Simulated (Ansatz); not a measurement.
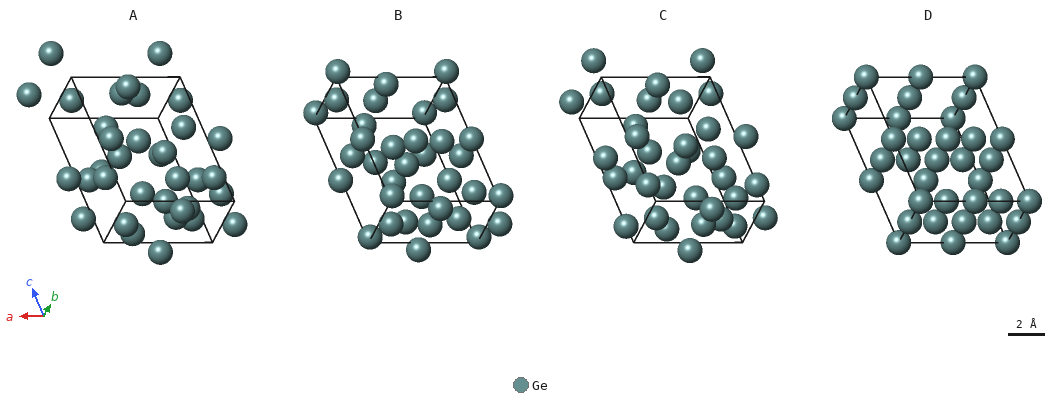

A Born-Oppenheimer molecular dynamics run of a 16-atom cell of Ge, 315 fs long. The cell was cut from the diamond crystal. 4 frames in shuffled order; frame D is the first. A spheres-only model of the reduced simulation cell, seen from a free direction. Atoms are followed out of the cell. Lengths and directions refer to the drawn axes.

Computed with DFT PBEsol, scalar-relativistic, plane waves, PAW (Ansatz). Run with plane-wave cutoff 420 eV; k-point mesh 2 × 2 × 2; Fermi-Dirac smearing 0.24 eV; low-accuracy preset; volume 1.05 times that of the relaxed crystal; Langevin thermostat (NVT); set temperature 2800 K; time step 2.25 fs; friction 0.01 per fs.

> Put the frames in order of time.

D, B, C, A, at 0 fs, 61 fs, 171 fs, 315 fs; the root-mean-square distance from the start grows as 0.00, 0.44, 0.86, 1.30 Å. In the second half of the run the atoms are, in the root-mean-square, this far from where they began (common drift taken out): Ge 1.11 Å. That is a large part of the typical shortest distance between atoms in the first frame, about 2.5 Å and still growing: the atoms leave their places as in a liquid, so the crystal loses its order.

Limits of the set-up: the k-point mesh is coarse for a cell with partly filled bands; the program's low-accuracy preset was used.

Cost: 18 min on 2 threads of Intel(R) Xeon(R) 6975P-C (Granite Rapids) (shared host), peak memory 1.3 GiB.
